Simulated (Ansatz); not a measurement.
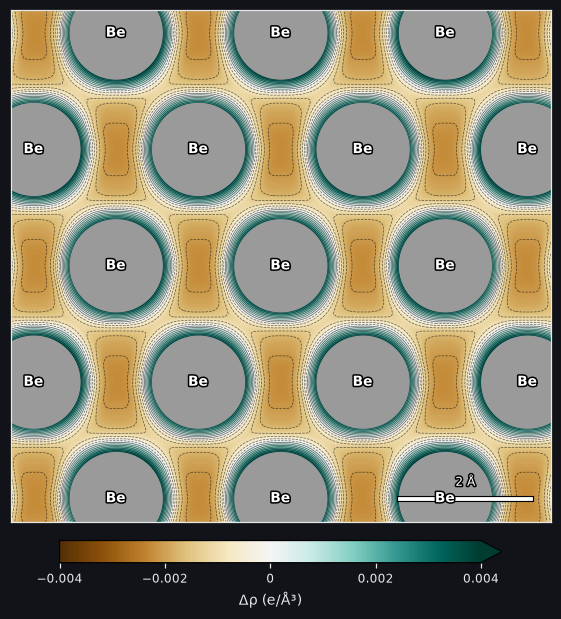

Be: difference of two self-consistent densities at the same geometry, ρ(LDA) − ρ(PBE), on the (110) plane of the conventional cell. Grey discs cover the cores, where the PAW densities can't be compared. Cores are masked to 0.7 Å (Be).

Space group Im-3m. This isn't the usual form at ambient conditions. The cell comes from a database of computed structures, not from a measurement.

Both runs: Ansatz, scalar-relativistic, plane waves and PAW, same cutoff, k-points and PAW files (made with PBE).

Question: How does the change of level move the electrons?

Answer: Against PBE, and outside the masked cores, the largest gain lies at the edge of the masked core of Be, and the largest loss, 0.002 e/Å³, lies 1.3 Å from a beryllium nucleus.
At this volume the pressure is −1 GPa with PBE and −7 GPa with LDA.
